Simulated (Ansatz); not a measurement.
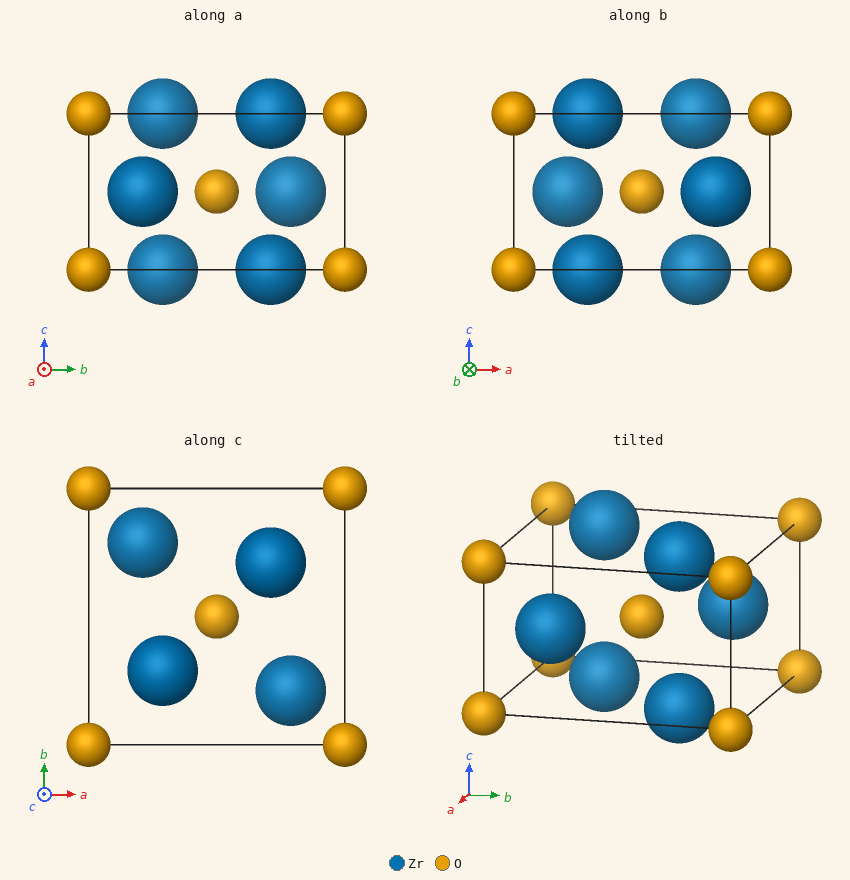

Crystal structure, spheres-only style, seen along the a axis, along the b axis, along the c axis and slightly off an axis. The parallelepiped is the conventional unit cell.

Lattice parameters: a = 5.405 Å, b = 5.405 Å, c = 3.292 Å, α = 90.00°, β = 90.00°, γ = 90.00°.

Write down what is shown as a table of Wyckoff sites, with free fractional coordinates to two decimals.

Space group P4_2/mnm (No. 136).
```json
{"atom": "Zr", "site": "4f", "x": "0.29", "y": "0.29", "z": "0.00"}
{"atom": "O", "site": "2a", "x": "0.00", "y": "0.00", "z": "0.00"}
```

The model was built from a structure type filled with these elements by a generator (whether the compound takes this form wasn't checked). It was relaxed with Ansatz 0.2.0, DFT r2SCAN, scalar-relativistic, plane waves, PAW.
